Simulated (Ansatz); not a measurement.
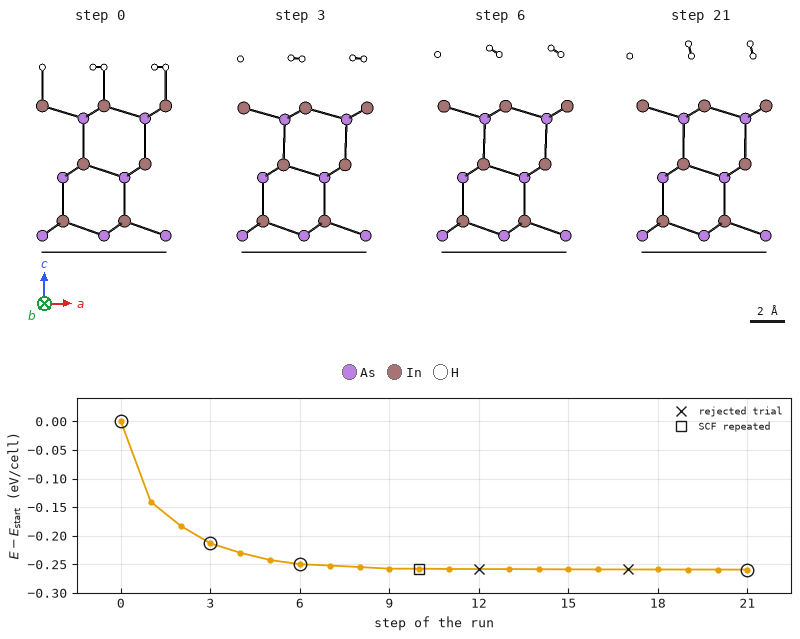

Frames of a constrained relaxation of a slab of composition In3As3H2 (cut from the F-43m phase), marked on the history of the run. Style: ball-and-stick. Shown: the 2 × 1 repeat of the cell, outlined in the plane, without the vacuum, along the b axis.

Case: H2 put at a top In site. The slab is the (1 1 1) face of InAs with H2 on it. 3 atoms are held fixed.

The calculation used DFT PBEsol, scalar-relativistic, plane waves, PAW in Ansatz 0.2.0. Set-up: plane-wave cutoff 420 eV; k-point mesh 9 × 9 × 1; occupations gaussian; smearing width 0.1 eV; no spin polarisation; dipole correction; atoms relaxed in a fixed cell; force threshold 0.03 eV/Å; at most 70 steps.

### What happens along the run?

The largest move is that of an H atom, 1.44 Å at 12° to the normal (+c side). Largest moves by element: H 1.44 Å, In 0.02 Å, As 0.02 Å. The cell doesn't change. Some distances before and after: H–In 2.340 → 3.123 Å, H–H 0.750 → 0.762 Å, As–In 2.760 → 2.755 Å. Over 18 accepted moves (21 points after the start) the energy falls by 0.259 eV per cell of the calculation. The largest force component goes from 0.67 to 0.0085 eV/Å. The line search rejected the trial steps at points 12, 17 of the run. 1 step only repeated the SCF at the same geometry. The forces were under the threshold at step 9, but the run went on from there. The run took 11 min on 4 threads of Arm Neoverse V2, with other jobs on the host, peak memory 1.4 GiB. From step 0 to 3: an H atom moves most (0.57 Å), energy −0.213 eV per cell of the calculation. From step 3 to 6: an H atom moves most (0.60 Å), energy −36.6 meV per cell of the calculation. From step 6 to 21: an H atom moves most (0.51 Å), energy −9.4 meV per cell of the calculation.

```tsv
step	E − E(0), meV/atom	largest force component, eV/Å	note
0	0.00	0.6696	
1	-17.55	0.1467	
2	-22.80	0.1314	
3	-26.64	0.0933	
4	-28.70	0.0594	
5	-30.28	0.1078	
6	-31.21	0.0697	
7	-31.49	0.2477	
8	-31.83	0.1477	
9	-32.18	0.0134	
10	-32.19	0.0138	same geometry, SCF repeated
11	-32.24	0.0211	
12	-32.19	0.2249	rejected
13	-32.28	0.0415	
14	-32.29	0.1172	
15	-32.33	0.0301	
16	-32.34	0.0028	
17	-32.32	0.1532	rejected
18	-32.36	0.0330	
19	-32.36	0.0450	
20	-32.37	0.0315	
21	-32.39	0.0085
```

Limits of the set-up: the periodic images lie only 4.3 Å apart, so the values are limited by the cell's size.
